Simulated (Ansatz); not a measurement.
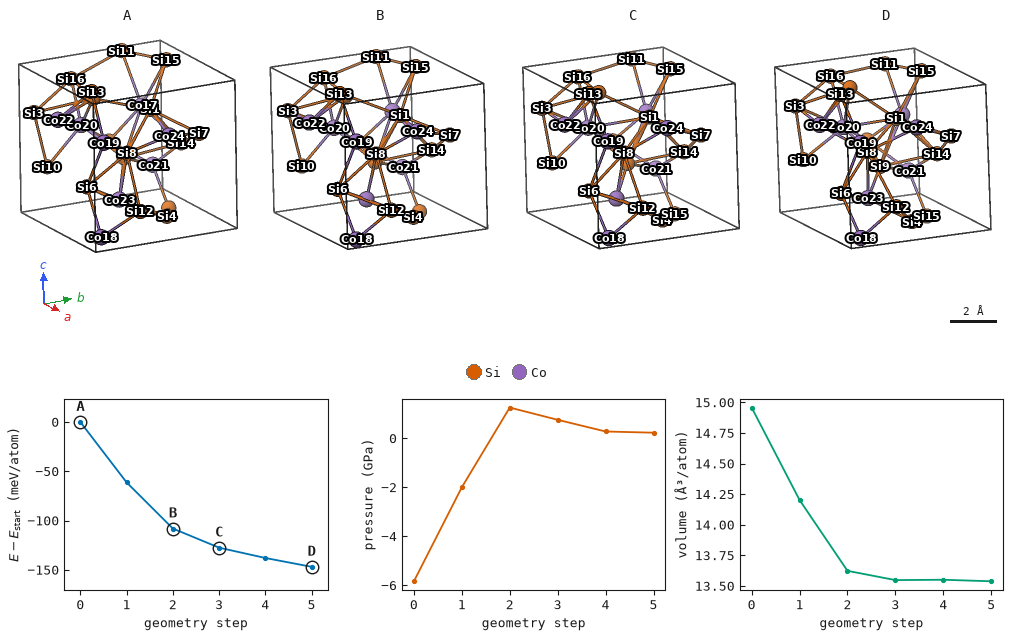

Frames of a relaxation of an amorphous cell of composition CoSi2 (coarse preliminary run), marked on the history of the run. A ball-and-stick model of the cell of the calculation, seen slightly off an axis.

Case: the last frame of the dynamics.

Level of theory: DFT PBE, scalar-relativistic, plane waves, PAW (Ansatz). Set-up: plane-wave cutoff 420 eV; k-point mesh 2 × 2 × 2; occupations gaussian; smearing width 0.1 eV; mesh shifted by (0.5, 0.5, 0.5); collinear spin; cell and atoms relaxed; force threshold 0.04 eV/Å; at most 70 steps.

### What happens along the run?

The run was cut off at its time limit before the relaxation converged, so the last structure is only a point on the way. A Si atom moves most relative to the cell: 0.63 Å roughly along [−2 −3 1]. By element the largest moves are Si 0.63 Å, Co 0.51 Å. Cell: a 7.420 → 6.950 Å (−6.3 %), b 7.177 → 7.031 Å (−2.0 %), c 6.754 → 6.656 Å (−1.4 %), α 88.9° → 91.9°, β 92.0° → 91.2°, γ 92.6° → 91.4°. Volume −9.5 %. Near-neighbour distances that change, for instance: Co–Si 3.430 → 2.431 Å, Si–Si 3.592 → 2.742 Å, Co–Si 3.459 → 2.683 Å, Si–Si 3.333 → 2.591 Å. New bonds form: Co–Si (3.43 → 2.43 Å). Among the angles between lasting bonds that change: Si–Si–Co 134.2° → 100.0°, Si–Co–Si 118.3° → 148.7°, Si–Co–Si 95.4° → 123.4°. After 5 geometry steps the energy has fallen by 147 meV per atom. The largest force component goes from 1.8 to 0.3 eV/Å. The pressure goes from −5.84 to 0.23 GPa. The program noted that the starting moments weren't kept. From step 0 to 2: Si and Co atoms move most (0.28 Å), volume −8.9 %, energy −108 meV per atom. From step 2 to 3: a Co atom moves most (0.20 Å), volume −0.6 %, energy −19.4 meV per atom. From step 3 to 5: a Si atom moves most (0.38 Å), energy −19.4 meV per atom.

| step | E − E(0), meV/atom | largest force component, eV/Å | pressure, GPa | volume, Å³/atom |
| --- | --- | --- | --- | --- |
| 0 | 0.00 | 1.7660 | -5.84 | 14.958 |
| 1 | -61.23 | 1.0399 | -2.00 | 14.203 |
| 2 | -108.02 | 0.5459 | 1.26 | 13.624 |
| 3 | -127.44 | 0.4577 | 0.76 | 13.548 |
| 4 | -137.91 | 0.3791 | 0.28 | 13.551 |
| 5 | -146.86 | 0.3010 | 0.23 | 13.539 |

Limits of the set-up: the periodic images lie only 6.8 Å apart, so the values are limited by the cell's size.
